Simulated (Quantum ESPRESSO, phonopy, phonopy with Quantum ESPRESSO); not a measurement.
# SiC (P6_3mc): a volume series of phonon spectra, part 9 of 9

Which modes of SiC drive its thermal expansion?

Quantum ESPRESSO 7.5; DFT LDA, scalar-relativistic, plane waves, GBRV ultrasoft pseudopotentials.

So far. Step 30 (Self-consistent run, V/V0 1.045): The run ends at a pressure of -9.31 GPa. Step 31 (Born charges and dielectric tensor): The Born charges sum to zero within 0.0037 e; the rest is removed before use. Acoustic frequencies in this log differ from zero by the error of the sum rule, which ph.x does not impose.

**33. Phonons, V/V0 1.045**

This step: DFT LDA, scalar-relativistic, plane waves, GBRV ultrasoft pseudopotentials (phonopy with Quantum ESPRESSO 4.10.0 / 7.5).

It took 8.8 min on 8 threads of Arm Neoverse V2, shared host.

Phonopy, LO-TO term from ph.x's tensors. Phonon branches along the path, in cm⁻¹:

```csv
point,branch 1,branch 2,branch 3,branch 4,branch 9,branch 10,branch 11,branch 12
Γ,-1,0,1,259,734,763,800,928
M,260,336,360,429,736,747,805,818
K,382,382,411,472,768,772,778,778
Γ,-1,0,1,259,734,763,800,928
A,194,194,194,194,743,743,874,874
L,321,321,322,322,747,747,794,794
H,291,291,464,464,754,754,760,760
A,194,194,194,194,743,743,874,874
jump to L,321,321,322,322,747,747,794,794
M,260,336,360,429,736,747,805,818
jump to H,291,291,464,464,754,754,760,760
K,382,382,411,472,768,772,778,778
```

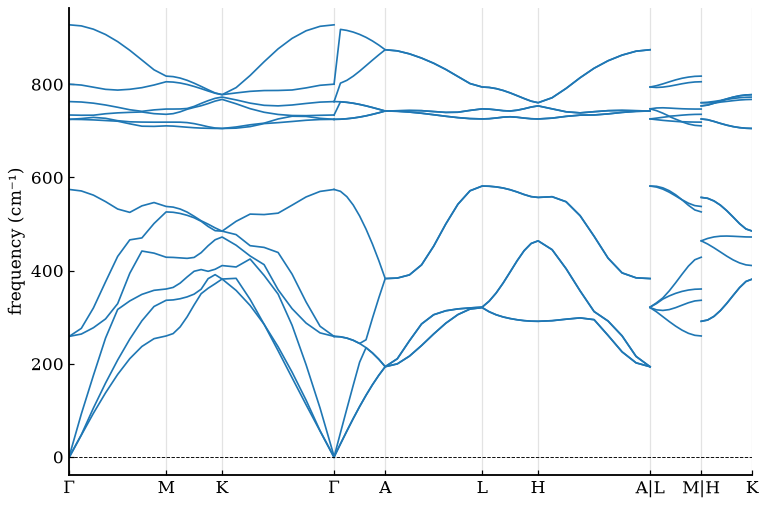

Phonon branches along the path.

No mode is imaginary beyond numerical noise along the path. The highest zone-centre mode (no LO–TO term) moved by -4.9 % for a volume change of +4.5 %.

The time given is that of the 4 pw.x runs on displaced cells behind this step.

**34. Relaxing at fixed volume, V/V0 1.06**

The volume is fixed at the new value while shape and atoms relax, so that only the volume differs between members of the series.

This step: DFT LDA, scalar-relativistic, plane waves, GBRV ultrasoft pseudopotentials (Quantum ESPRESSO 7.5).

System of this step: SiC. It takes space group P6_3mc (No. 186, hexagonal). The conventional cell has a = 3.116 Å, b = 3.116 Å, c = 5.114 Å, α = 90.00°, β = 90.00°, γ = 120.00°. Nearest to Si lie 4 C at 1.91 to 1.92 Å. Nearest to C lie 4 Si at 1.91 to 1.92 Å. Farther neighbours are not listed.

Contents of relax.in:

```
 &control
    calculation='vc-relax',
    prefix='x',
    outdir='./tmp',
    pseudo_dir='./pseudo',
    tprnfor=.true.,
    tstress=.true.,
    forc_conv_thr=2.0d-05,
    etot_conv_thr=1.0d-07,
    nstep=40,
 /
 &system
    ibrav=0,
    nat=4,
    ntyp=2,
    ecutwfc=45.0,
    ecutrho=270.0,
    occupations='fixed',
    nbnd=10,
 /
 &electrons
    conv_thr=1.0d-11,
    mixing_beta=0.7,
    electron_maxstep=100,
 /
 &ions
 /
 &cell
    press_conv_thr=0.1,
    cell_dofree='shape',
 /
ATOMIC_SPECIES
 Si     28.0850  Si.upf
 C      12.0110  C.upf
CELL_PARAMETERS angstrom
     3.115791324    0.000000000    0.000000000
    -1.557895662    2.698354439    0.000000000
     0.000000000    0.000000000    5.113587631
ATOMIC_POSITIONS crystal
 Si     0.333333333   0.666666667   0.004600052
 Si     0.666666667   0.333333333   0.504600052
 C      0.333333333   0.666666667   0.380399948
 C      0.666666667   0.333333333   0.880399948
K_POINTS automatic
 12 12 6 0 0 0
```

Run with:

```
$ OMP_NUM_THREADS=1 mpirun -n 8 pw.x -nk 8 -in relax.in > relax.out
```

Output:

```text
[banner, memory and clock lines left out]
Program PWSCF v.7.5

     Message from routine setup:
     using ibrav=0 with symmetry is DISCOURAGED, use correct ibrav instead

     G-vector sticks info

     bravais-lattice index     =            0
     lattice parameter (alat)  =       5.8880  a.u.
     unit-cell volume          =     290.1280 (a.u.)^3
     number of atoms/cell      =            4
     number of atomic types    =            2
     number of electrons       =        16.00
[...]
atom    4 type  2   force =     0.00000000   -0.00000000    0.00000187

     Total force =     0.000004     Total SCF correction =     0.000000

     Computing stress (Cartesian axis) and pressure

          total   stress  (Ry/bohr**3)                   (kbar)     P=     -119.77
[...]
-0.00000000  -0.00081416  -0.00000000           -0.00     -119.77       -0.00
  -0.00000000  -0.00000000  -0.00081413           -0.00       -0.00     -119.76

     XML data file, charge density, pseudopotentials, collected wavefunctions
[key lines of the parts left out:]
!    total energy              =     -42.39347910 Ry
convergence has been achieved in  15 iterations
```

Wall time 10 s (8 MPI ranks); 83 s of CPU time.

After the last step pw.x solved the final cell once more on a basis chosen for it, which moves the energy without moving the atoms.

**35. Ground state at this cell, V/V0 1.06**

A tight ground state at this cell gives the energy of this member; its pressure is the stress at this cutoff, which can carry an offset from the finite basis.

Contents of scf.in:

```
 &control
    calculation='scf',
    prefix='x',
    outdir='./tmp',
    pseudo_dir='./pseudo',
    tprnfor=.true.,
    tstress=.true.,
 /
 &system
    ibrav=0,
    nat=4,
    ntyp=2,
    ecutwfc=45.0,
    ecutrho=270.0,
    occupations='fixed',
    nbnd=10,
 /
 &electrons
    conv_thr=1.0d-12,
    mixing_beta=0.7,
    electron_maxstep=100,
 /
ATOMIC_SPECIES
 Si     28.0850  Si.upf
 C      12.0110  C.upf
CELL_PARAMETERS angstrom
     3.115296898    0.000000000    0.000000000
    -1.557648449    2.697926254    0.000000000
     0.000000000    0.000000000    5.115210905
ATOMIC_POSITIONS crystal
 Si     0.333333333   0.666666667   0.004555245
 Si     0.666666667   0.333333333   0.504555245
 C      0.333333333   0.666666667   0.380444755
 C      0.666666667   0.333333333   0.880444755
K_POINTS automatic
 12 12 6 0 0 0
```

Run with:

```
$ OMP_NUM_THREADS=1 mpirun -n 8 pw.x -nk 8 -in scf.in > scf.out
```

Output:

```text
[banner, memory and clock lines left out]
Program PWSCF v.7.5

     Message from routine setup:
     using ibrav=0 with symmetry is DISCOURAGED, use correct ibrav instead

     G-vector sticks info

     bravais-lattice index     =            0
     lattice parameter (alat)  =       5.8871  a.u.
     unit-cell volume          =     290.1280 (a.u.)^3
     number of atoms/cell      =            4
     number of atomic types    =            2
     number of electrons       =        16.00
[...]
atom    4 type  2   force =     0.00000000    0.00000000    0.00000188

     Total force =     0.000004     Total SCF correction =     0.000000

     Computing stress (Cartesian axis) and pressure

          total   stress  (Ry/bohr**3)                   (kbar)     P=     -119.77
  -0.00081416  -0.00000000  -0.00000000         -119.77       -0.00       -0.00
   0.00000000  -0.00081416  -0.00000000            0.00     -119.77       -0.00
  -0.00000000  -0.00000000  -0.00081413           -0.00       -0.00     -119.76

     XML data file, charge density, pseudopotentials, collected wavefunctions
[key lines of the parts left out:]
!    total energy              =     -42.39347910 Ry
convergence has been achieved in  12 iterations
```

The job ended after 4 s (8 MPI ranks; 31 s of CPU time).

The run ends at a pressure of -11.98 GPa.

**36. Zone-centre response**

In a polar crystal the Born charges and ε∞ give the long-range dipole term that a finite supercell misses. They are those of this k-mesh and were not tested on a denser one; where the gap is small they converge slowly, and the LO modes with them.

Contents of ph.in:

```
phonons
 &inputph
    prefix='x',
    outdir='./tmp',
    fildyn='x.dyn',
    tr2_ph=1.0d-18,
    epsil=.true.,
 /
0.000000000 0.000000000 0.000000000
```

scf.in is that of step 35.

Run with:

```
$ OMP_NUM_THREADS=1 mpirun -n 8 ph.x -nk 8 -in ph.in > ph.out
```

Output:

```text
[banner, memory and clock lines left out]
Program PHONON v.7.5

     ./tmp/x.save/

     IMPORTANT: XC functional enforced from input :
     Exchange-correlation= PZ
                           (   1   1   0   0   0   0   0)
     Any further DFT definition will be discarded
     Please, verify this is what you really want

     G-vector sticks info

     Reading collected, re-writing distributed wavefunctions in ./tmp/

     Number and degeneracy of irreps per q-point
       N         xq(1)         xq(2)         xq(3)   N irreps
[...]
**************************************************************************

     Mode symmetry, C_6v (6mm)  point group:

     freq (   1-   2) =         -6.2  [cm-1]   --> E_1             I+R
     freq (   3-   3) =         -5.4  [cm-1]   --> A_1             I+R
     freq (   4-   5) =        259.3  [cm-1]   --> E_2             R
     freq (   6-   6) =        565.3  [cm-1]   --> B_1
     freq (   7-   8) =        710.4  [cm-1]   --> E_2             R
     freq (   9-   9) =        721.7  [cm-1]   --> A_1             I+R
     freq (  10-  11) =        750.5  [cm-1]   --> E_1             I+R
     freq (  12-  12) =        787.3  [cm-1]   --> B_1
```

It took 80 s on 8 MPI ranks.

ε∞:

```
7.05 0.00 0.00
0.00 7.05 0.00
0.00 0.00 7.40
```

The Born charges sum to zero within 0.0037 e; the rest is removed before use. Acoustic frequencies in this log differ from zero by the error of the sum rule, which ph.x does not impose.

**37. A displaced supercell**

One atom (for the harmonic constants) or a pair of atoms (for the cubic ones) is moved by a few hundredths of an ångström; the forces on all atoms give a column of force constants. The threshold is tight because the forces are small.

System of this step: SiC. The cell holds 32 atoms: 16 Si and 16 C. Its edges and angles: a = 6.231 Å, b = 6.231 Å, c = 10.230 Å, α = 90.0°, β = 90.0°, γ = 120.0°. It derives from SiC, repeated 2×2×2.

Contents of disp-00001.in:

```
 &control
    calculation='scf',
    prefix='x',
    outdir='./tmp',
    pseudo_dir='./pseudo',
    tprnfor=.true.,
    disk_io='none',
 /
 &system
    ibrav=0,
    nat=32,
    ntyp=2,
    ecutwfc=45.0,
    ecutrho=270.0,
    occupations='fixed',
    nbnd=66,
 /
 &electrons
    conv_thr=1.0d-11,
    mixing_beta=0.7,
    electron_maxstep=100,
 /
ATOMIC_SPECIES
 Si     28.0850  Si.upf
 C      12.0110  C.upf
CELL_PARAMETERS angstrom
     6.230593796    0.000000000    0.000000000
    -3.115296898    5.395852508    0.000000000
     0.000000000    0.000000000   10.230421810
ATOMIC_POSITIONS crystal
 Si     0.168336340   0.333333333   0.003947296
 Si     0.666666667   0.333333333   0.002277622
 Si     0.166666667   0.833333333   0.002277622
 Si     0.666666667   0.833333333   0.002277622
 Si     0.166666667   0.333333333   0.502277622
 Si     0.666666667   0.333333333   0.502277622
 Si     0.166666667   0.833333333   0.502277622
 Si     0.666666667   0.833333333   0.502277622
 Si     0.333333333   0.166666667   0.252277622
 Si     0.833333333   0.166666667   0.252277622
 Si     0.333333333   0.666666667   0.252277622
 Si     0.833333333   0.666666667   0.252277622
 Si     0.333333333   0.166666667   0.752277622
 Si     0.833333333   0.166666667   0.752277622
 Si     0.333333333   0.666666667   0.752277622
 Si     0.833333333   0.666666667   0.752277622
 C      0.166666667   0.333333333   0.190222378
 C      0.666666667   0.333333333   0.190222378
 C      0.166666667   0.833333333   0.190222378
 C      0.666666667   0.833333333   0.190222378
 C      0.166666667   0.333333333   0.690222378
 C      0.666666667   0.333333333   0.690222378
 C      0.166666667   0.833333333   0.690222378
 C      0.666666667   0.833333333   0.690222378
 C      0.333333333   0.166666667   0.440222378
 C      0.833333333   0.166666667   0.440222378
 C      0.333333333   0.666666667   0.440222378
 C      0.833333333   0.666666667   0.440222378
 C      0.333333333   0.166666667   0.940222378
 C      0.833333333   0.166666667   0.940222378
 C      0.333333333   0.666666667   0.940222378
 C      0.833333333   0.666666667   0.940222378
K_POINTS automatic
 4 4 2 0 0 0
```

Run with:

```
$ OMP_NUM_THREADS=1 mpirun -n 2 pw.x -nk 2 -in disp-00001.in > disp-00001.out
```

Output:

```text
[banner, memory and clock lines left out]
Program PWSCF v.7.5

     G-vector sticks info

     bravais-lattice index     =            0
     lattice parameter (alat)  =      11.7741  a.u.
     unit-cell volume          =    2321.0241 (a.u.)^3
     number of atoms/cell      =           32
     number of atomic types    =            2
     number of electrons       =       128.00
     number of Kohn-Sham states=           66
     kinetic-energy cutoff     =      45.0000  Ry
[...]
atom    1 type  1   force =    -0.00927556    0.00008953   -0.01532784
     atom    2 type  1   force =     0.00203861   -0.00069390   -0.00111855
     atom    3 type  1   force =     0.00067345   -0.00078788   -0.00075294
[...]
atom   31 type  2   force =     0.00097351   -0.00147217    0.00254006
     atom   32 type  2   force =    -0.00011187    0.00000071    0.00033733

     Total force =     0.020566     Total SCF correction =     0.000001
     Message from routine punch:
     Nothing written, as per user request (disk_io='none')
[key lines of the parts left out:]
!    total energy              =    -339.14709177 Ry
convergence has been achieved in  19 iterations
```

The job ended after 8.7 min (2 MPI ranks).

**38. Lattice dynamics at this volume, V/V0 1.06**

This step: DFT LDA, scalar-relativistic, plane waves, GBRV ultrasoft pseudopotentials (phonopy with Quantum ESPRESSO 4.10.0 / 7.5).

Wall time 8.8 min (8 threads).

Phonopy, LO-TO term from ph.x's tensors. The phonon branches at the labelled points (cm⁻¹):

```csv
point,branch 1,branch 2,branch 3,branch 4,branch 9,branch 10,branch 11,branch 12
Γ,-1,0,1,259,722,750,787,913
M,260,334,360,425,722,733,791,804
K,380,380,410,468,752,757,764,764
Γ,-1,0,1,259,722,750,787,913
A,193,193,193,193,730,730,860,860
L,320,320,321,321,734,734,781,781
H,291,291,461,461,740,740,745,745
A,193,193,193,193,730,730,860,860
jump to L,320,320,321,321,734,734,781,781
M,260,334,360,425,722,733,791,804
jump to H,291,291,461,461,740,740,745,745
K,380,380,410,468,752,757,764,764
```

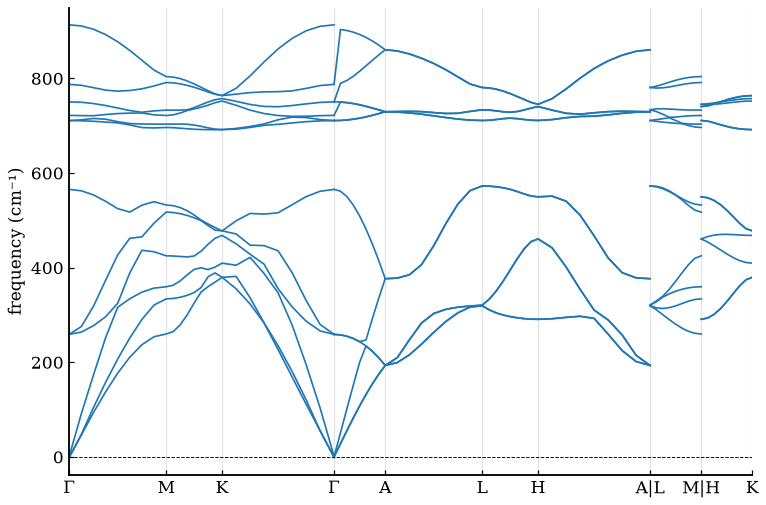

Phonon branches along the path.

No mode is imaginary beyond numerical noise along the path. The highest zone-centre mode (no LO–TO term) moved by -6.4 % for a volume change of +6.0 %.

The time given is that of the 4 pw.x runs on displaced cells behind this step.

**39. How the modes move with volume**

This step: DFT LDA, scalar-relativistic, plane waves, GBRV ultrasoft pseudopotentials (phonopy 4.10.0).

Numbers from this step:

* share of modes with a negative Grüneisen parameter: 0.023

Mean Grüneisen, by row:

```csv
T (K),heat-capacity-weighted mean,root mean square
50,0.225,0.326
100,0.264,0.379
200,0.506,0.674
300,0.669,0.829
500,0.785,0.926
800,0.83,0.961
```

Table of mean mode Grueneisen parameter by wavenumber:

```csv
wavenumber (cm⁻¹),mean mode Grueneisen parameter
16,-
81,0.291
146,0.211
243,0.187
308,0.181
372,0.361
437,0.57
534,0.904
599,0.93
664,-
729,-
826,1.26
891,1.11
956,1.08
```

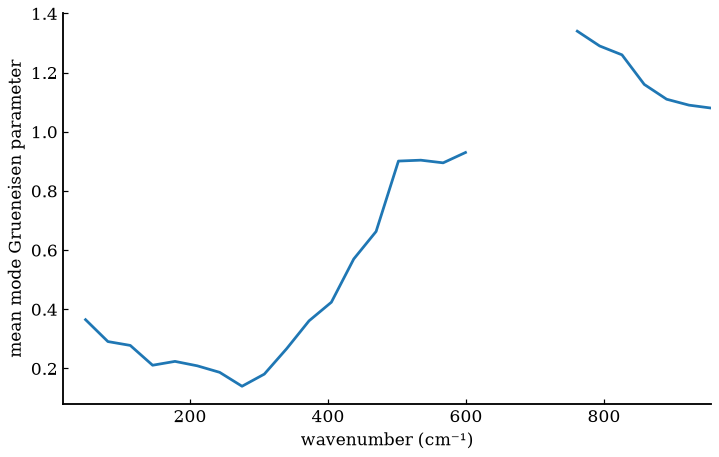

Mean mode Grueneisen parameter, plotted against wavenumber.

Volume series, by row:

```csv
V/V0,V (Å³/atom),pressure (GPa),E - E0 (meV/atom),gap (eV),zero-point energy (meV/atom),lowest on the path (cm⁻¹),highest at Gamma without the LO-TO term (cm⁻¹)
0.97,9.836,7.413,7.113,2.075,114.1,-1.4,871.9
0.985,9.988,3.564,1.786,2.103,112.4,-1.4,856.4
1,10.14,-0.014,0,2.129,110.6,-1.4,841.6
1.015,10.29,-3.34,1.482,2.155,109,-1.4,827.3
1.03,10.44,-6.432,6.021,2.18,107.3,-1.4,813.5
1.045,10.6,-9.307,13.38,2.205,105.7,-1.4,800.2
1.06,10.75,-11.98,23.38,2.229,104.1,-1.4,787.4
```

Optical frequency at Gamma without the LO-TO term against V/V0:

```csv
V/V0,mode 4 (cm⁻¹),mode 6 (cm⁻¹),mode 7 (cm⁻¹),mode 9 (cm⁻¹),mode 10 (cm⁻¹),mode 12 (cm⁻¹)
0.9700,256,616,800,800,830,872
0.9850,257,608,784,786,816,856
1.0000,258,600,769,772,802,842
1.0150,258,591,754,759,788,827
1.0300,259,583,739,746,775,813
1.0450,259,574,725,734,763,800
1.0600,259,566,711,722,751,787
```

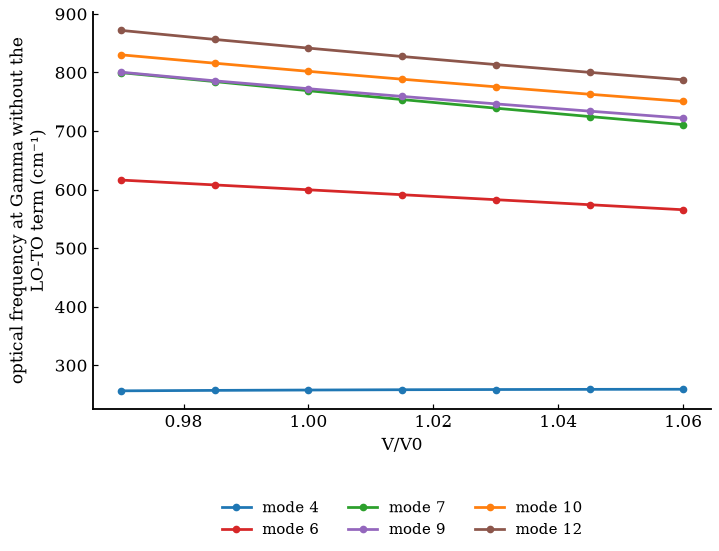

Optical frequency at Gamma without the LO-TO term against V/V0.

Grüneisen at points, by row, the first 40 of 43 rows:

```csv
point,branch,frequency (cm⁻¹),mode Grüneisen parameter
Γ,4,257.7,-0.15
Γ,6,599.6,0.93
Γ,7,768.8,1.33
Γ,9,772.2,1.15
Γ,10,801.9,1.14
Γ,11,841.6,1.15
Γ,12,973.1,1.08
M,1,258.4,-0.15
M,2,342.4,0.38
M,3,362.2,0.05
M,4,438.8,0.48
M,5,552.7,1.09
M,6,553.6,0.66
M,7,756.2,1.39
M,8,767.3,1.47
M,9,779.4,1.31
M,10,790,1.26
M,11,850,1.21
M,12,861.2,1.19
K,1,388.3,0.33
K,3,414,0.15
K,4,482.5,0.44
K,5,506.3,0.98
K,7,747.2,1.29
K,9,816.5,1.4
K,10,820.3,1.35
K,11,822.3,1.27
A,1,194.2,0.01
A,5,401.7,1.05
A,7,783.9,1.23
A,11,917.3,1.09
L,1,322.5,0.09
L,3,323.4,0.07
L,5,608.2,0.98
L,7,771.7,1.39
L,9,790.3,1.27
L,11,836.8,1.19
H,1,290.9,-0.07
H,3,472.2,0.36
H,5,579.9,0.9
```

The printed pressures lie 0.11 GPa below −dE/dV of the same runs on average, in a series that spans 19 GPa: energy and stress disagree, as they do when the basis is incomplete, so the pressures are not converged.

**40. Quasi-harmonic fit by phonopy**

Numbers from this step:

- volume expansion coefficient at 300 K: 6.74 1e-6/K
- isothermal bulk modulus at 300 K: 224.1 GPa
- C_P at 300 K: 13.61 J/mol-atom/K
- Grüneisen parameter at 300 K: 0.684

Energy (each curve on its own zero) against volume; values in meV/atom:

```csv
volume (Å³/atom),static,F at 0 K,F at 300 K,F at 1300 K
9.836,7.11,12.2,12.7,20.8
9.988,1.79,5.13,5.43,10.9
10.140,0,1.62,1.78,4.58
10.292,1.48,1.41,1.43,1.5
10.444,6.02,4.29,4.16,1.46
10.596,13.4,10.0,9.73,4.23
10.748,23.4,18.4,18.0,9.64
```

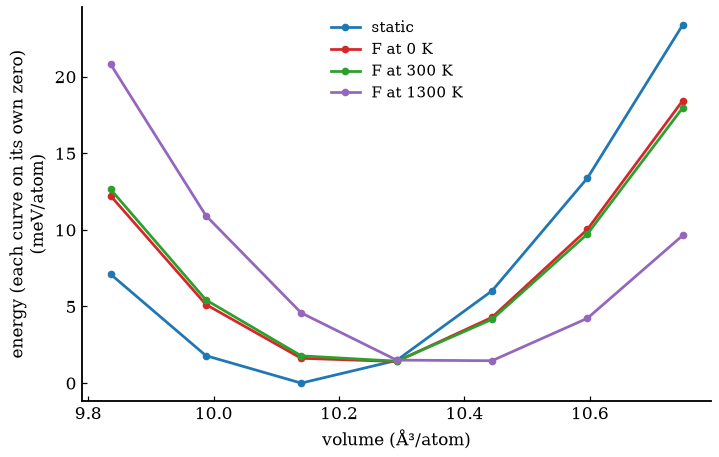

Energy (each curve on its own zero), plotted against volume.

Phonopy-qha, vinet fit of F(V) at each temperature; no electronic free energy. Qha vinet, by row:

```csv
T (K),fitted volume (Å³/atom),alpha_V (1e-6/K),B_T (GPa),C_P (J/mol-atom/K),Grueneisen
100,10.23,0.51,225.3,2.334,0.2999
150,10.23,1.56,225.2,5.291,0.4087
200,10.23,3.18,224.9,8.344,0.5272
250,10.23,5.01,224.6,11.18,0.6197
300,10.23,6.74,224.1,13.61,0.6844
350,10.24,8.24,223.6,15.6,0.729
400,10.24,9.48,223,17.2,0.7603
450,10.25,10.51,222.3,18.48,0.7829
500,10.25,11.34,221.7,19.5,0.7996
550,10.26,12.03,221,20.33,0.8124
600,10.26,12.6,220.4,21,0.8225
650,10.27,13.08,219.7,21.55,0.8305
700,10.28,13.49,219,22.02,0.8371
750,10.28,13.84,218.2,22.4,0.8426
800,10.29,14.15,217.5,22.73,0.8472
850,10.3,14.42,216.8,23.01,0.8512
900,10.31,14.66,216.1,23.26,0.8547
950,10.31,14.87,215.4,23.47,0.8578
1000,10.32,15.06,214.6,23.66,0.8606
1050,10.33,15.24,213.9,23.82,0.8631
1100,10.34,15.4,213.1,23.97,0.8654
1150,10.35,15.56,212.4,24.1,0.8675
1200,10.35,15.7,211.7,24.22,0.8695
1250,10.36,15.83,210.9,24.33,0.8714
```

Table of volume expansion coefficient, phonopy-qha, Vinet by temperature:

```csv
temperature (K),"volume expansion coefficient, phonopy-qha, Vinet (1e-6/K)"
100,0.51
200,3.18
300,6.74
400,9.48
500,11.3
600,12.6
700,13.5
800,14.2
900,14.7
1000,15.1
1100,15.4
1200,15.7
```

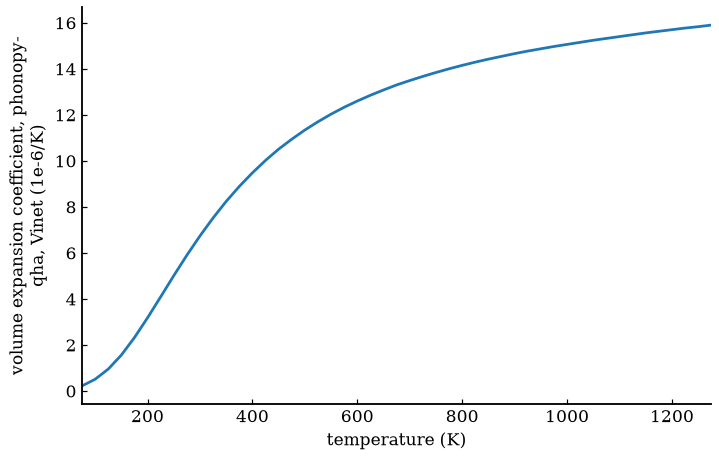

Volume expansion coefficient, phonopy-qha, Vinet against temperature.

The fit gives a volume expansion of 6.74 × 10⁻⁶/K at 300 K.

**41. What came out**

| Property | Result |
| --- | --- |
| volume expansion coefficient at 300 K | 6.74 1e-6/K |
| isothermal bulk modulus at 300 K | 224.1 GPa |
| C_P at 300 K | 13.61 J/mol-atom/K |
| Grüneisen parameter at 300 K | 0.684 |
| mean mode Grüneisen parameter at 300 K | 0.669 |

What this shows: Near room temperature SiC expands by 6.74 × 10⁻⁶/K in volume by LDA, with C_P = 13.6 J/(mol K) per mole of atoms and B_T = 224 GPa. The q-mesh is coarse, and the expansion can converge slowly with it. C_P at room temperature is 55 % of the classical 3R an atom, so the stiffest modes are still partly frozen out. The heat-capacity-weighted Grüneisen parameter goes from 0.225 at 50 K to 0.83 at 800 K; 2 % of the modes stiffen on expansion. Weighting γ by the density of states and each mode's heat capacity at 300 K, modes below 330 cm⁻¹ give about 9 % of the sum of γC that drives the expansion, those up to 650 cm⁻¹ 34 % and the rest 58 %. Among the labelled points γ is largest for branch 8 at M (767 cm⁻¹, 1.5) and most negative for branch 4 at Γ (258 cm⁻¹, -0.15). The supercell is small: only its own wavevectors are exact, and branches between them are interpolated and can be misplaced. The printed pressures lie 0.11 GPa below −dE/dV of the same runs on average, in a series that spans 19 GPa: energy and stress disagree, as they do when the basis is incomplete, so the pressures are not converged.

[Logs are printed without paths, hosts, clocks, repeated set-up lines and the standing remarks that a program may print on its own settings, such as how far it seeks lower states.]

[Hosts, paths, dates, database ids (printed as entryN), source tags and the programs' standing remarks are cut or masked in the printed files.]

[A step with changed settings may run another functional than the one named; its input shows which.]

[Of the runs on displaced cells, only some may be shown.]
